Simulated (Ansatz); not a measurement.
This input was run:

```
crystal:
  lattice:
    - [3.1644853056, 0.0, 0.0]
    - [0.0, 3.1644853056, 0.0]
    - [0.0, 0.0, 23.9505160742]
  atoms:
    - { symbol: Ta, position: [0.5, 0.5, 0.3184108861] }
    - { symbol: C, position: [0.0, 0.0, 0.309908988] }
    - { symbol: Ta, position: [0.0, 0.0, 0.4067224612] }
    - { symbol: C, position: [0.5, 0.5, 0.4064959377] }
    - { symbol: Ta, position: [0.5, 0.5, 0.4999999986] }
    - { symbol: C, position: [0.0, 0.0, 0.5000000003] }
    - { symbol: Ta, position: [0.0, 0.0, 0.5932775378] }
    - { symbol: C, position: [0.5, 0.5, 0.5935040605] }
    - { symbol: Ta, position: [0.5, 0.5, 0.6815891152] }
    - { symbol: C, position: [0.0, 0.0, 0.6900910147] }
basis:
  ecutwfc: 420
kpoints:
  mp_grid: { grid: [11, 11, 1] }
  band_path:
    path: [[0.5, 0, 0], [0, 0, 0], [0.5, 0.5, 0], [0.5, 0, 0]]
    npoints: 12
hamiltonian:
  xc: pbe
scf:
  occupations: { method: gaussian, width: 0.1 }
  n_extra_bands: 26
output:
  forces: true
  eigenvalues: true
  populations: true
  fatbands: true
  write_density: true
  write_potential: true
  elf: true
  volumetric_format: npy
efield:
  axis: 3
  dipole_correction: true
  ramp_width: 0.04
```

Launched with:
```bash
ansatz run input.yaml --threads 2 --pin off --max-ram 5632MiB --backend cpu --events-out ev --progress --plain --runs-dir out
```

What will the band structure look like? The path is X–Γ–M–X.

A metal: 7 bands cross the Fermi level along this path. Bands cross the Fermi level on every line of the path. At X the nearest levels lie 3.99 eV below and 0.90 eV above the Fermi level.

Spin-orbit coupling is left out, which matters for Ta.

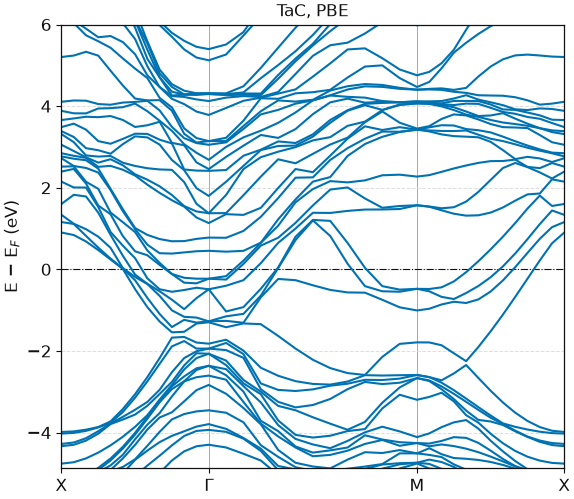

Band structure. Energies are counted from the Fermi level.
